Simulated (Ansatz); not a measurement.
System MnS (space group F-43m, No. 216); source of the atomic positions: a calculation's input that goes back to an entry of the Crystallography Open Database (an earlier step may have relaxed or displaced it).

```
CELL_PARAMETERS angstrom
5.60000 0.00000 0.00000
0.00000 5.60000 0.00000
0.00000 0.00000 5.60000
ATOMIC_POSITIONS crystal
Mn 0.00000 0.00000 0.00000
S 0.25000 0.25000 0.25000
Mn 0.00000 0.50000 0.50000
S 0.25000 0.75000 0.75000
Mn 0.50000 0.00000 0.50000
S 0.75000 0.25000 0.75000
Mn 0.50000 0.50000 0.00000
S 0.75000 0.75000 0.25000
```

Bonds are taken as Mn–S below 2.7 Å; no other contact counts. Simplification: prune 0- and 1-connected atoms, fold 2-connected ones into links.

What net does this leave?

The result is a uninodal 4-connected, three-periodic net: Mn and S are 4-connected nodes. It is the dia net, known from diamond, zinc blende and cristobalite. It is a single net, without interpenetration.

| node | links | point symbol | coordination sequence |
| --- | --- | --- | --- |
| Mn and S | 4 | 6^6 | 4 12 24 42 64 92 124 162 |

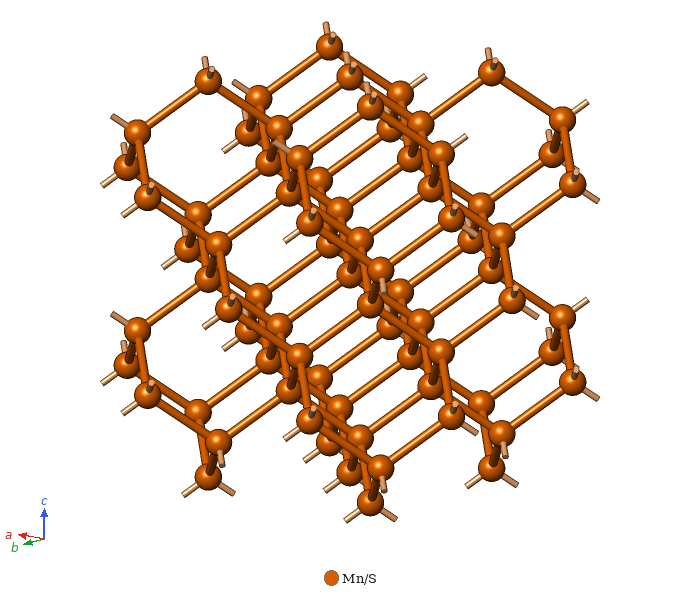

Nodes are coloured by topological kind. Edges to nodes outside the piece are drawn as stubs.
